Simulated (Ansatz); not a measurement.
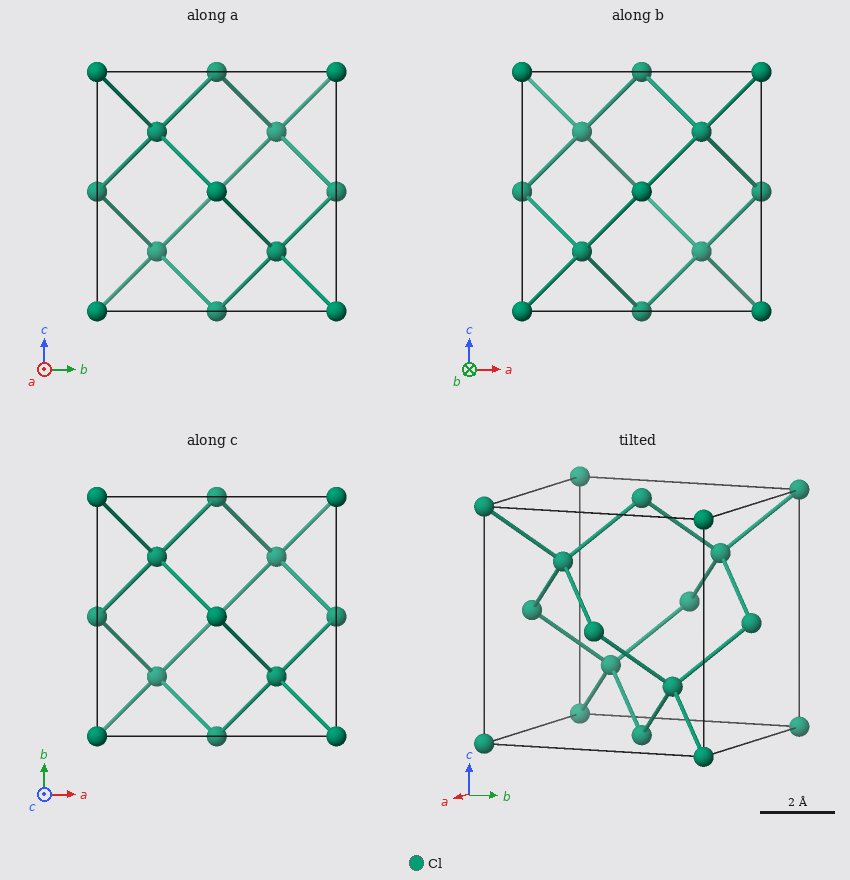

Crystal structure, ball-and-stick style, seen along the a axis, along the b axis, along the c axis and slightly off an axis. The frame is the conventional unit cell; atoms at its boundary are shown with their periodic copies.

Lattice parameters: a = 6.525 Å, b = 6.525 Å, c = 6.525 Å, α = 90.00°, β = 90.00°, γ = 90.00°.

Reconstruct the structure as a table of Wyckoff sites.

Answer. Space group Fd-3m:1 (No. 227).
```
atom  site       x       y       z
  Cl    8a  0.0000  0.5000  0.5000
```

Origin of the cell: a structure type filled with this element by a generator (whether the element takes this form wasn't checked). The cell was then strained or its atoms displaced on purpose. A calculation with Ansatz used it as input.
